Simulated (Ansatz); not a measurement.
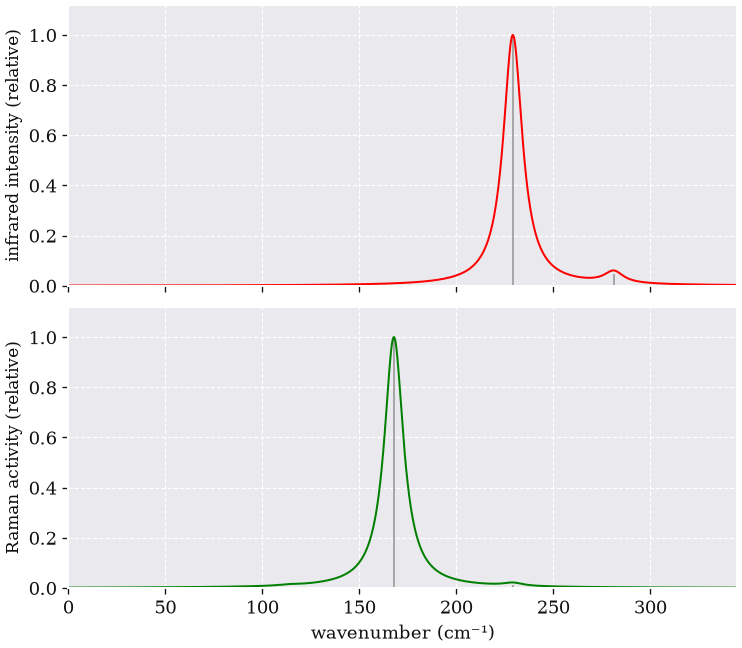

The figure shows the infrared and Raman spectrum of the zone-centre phonons for Te₂Mo, space group P6_3/mmc (No. 194). Lines are broadened by Lorentzians of 12 cm⁻¹ full width; each panel is scaled to its strongest line. These are zero-field (TO) frequencies; inactive modes don't show.

The given structure:
```cif
data_structure
_symmetry_space_group_name_H-M 'P 1'
_symmetry_Int_Tables_number 1
_cell_length_a 3.5566
_cell_length_b 3.5566
_cell_length_c 15.3429
_cell_angle_alpha 90.000
_cell_angle_beta 90.000
_cell_angle_gamma 120.000
_cell_volume 168.08
loop_
_atom_site_label
_atom_site_type_symbol
_atom_site_fract_x
_atom_site_fract_y
_atom_site_fract_z
_atom_site_occupancy
Te1 Te 0.33333 0.66667 0.63215 1
Te2 Te 0.66667 0.33333 0.13215 1
Te3 Te 0.33333 0.66667 0.86785 1
Te4 Te 0.66667 0.33333 0.36785 1
Mo1 Mo 0.33333 0.66667 0.25000 1
Mo2 Mo 0.66667 0.33333 0.75000 1
```

Calculation (Ansatz 0.2.0): static Raman activity and infrared intensity of zone-centre phonons of an insulator with atoms at rest in the given cell, summed over the level, zero field, imaginary frequencies are negative, field response on a mesh refined by the program; plane waves with PAW datasets. Level: PBE, no spin polarisation.

```csv
setting,value
wave cutoff,420 eV
k mesh,12×12×2
occupations,fixed
pressure,0 GPa
```

**Which are the strongest infrared lines?**

The strongest infrared line is at 229.1 cm⁻¹, and no other reaches 6 % of it.

**Which are the strongest Raman lines?**

The strongest Raman line is at 167.8 cm⁻¹, and no other reaches 6 % of it.

Keep in mind: weakly bound, no dispersion correction.

The computed values:

| frequency (cm⁻¹) | degeneracy | infrared ((D/Å)²/amu) | Raman (Å⁴/amu) |
| --- | --- | --- | --- |
| 10.6 | 2 | 0 | 0.64 |
| 10.9 | 1 | 0 | 0 |
| 113.9 | 2 | 0 | 0 |
| 114.2 | 2 | 0 | 4.42 |
| 167.7 | 1 | 0 | 0 |
| 167.8 | 1 | 0 | 1360 |
| 229.1 | 2 | 13.4 | 0 |
| 229.2 | 2 | 0 | 16.9 |
| 281.1 | 1 | 0.641 | 0 |
| 283.4 | 1 | 0 | 0 |
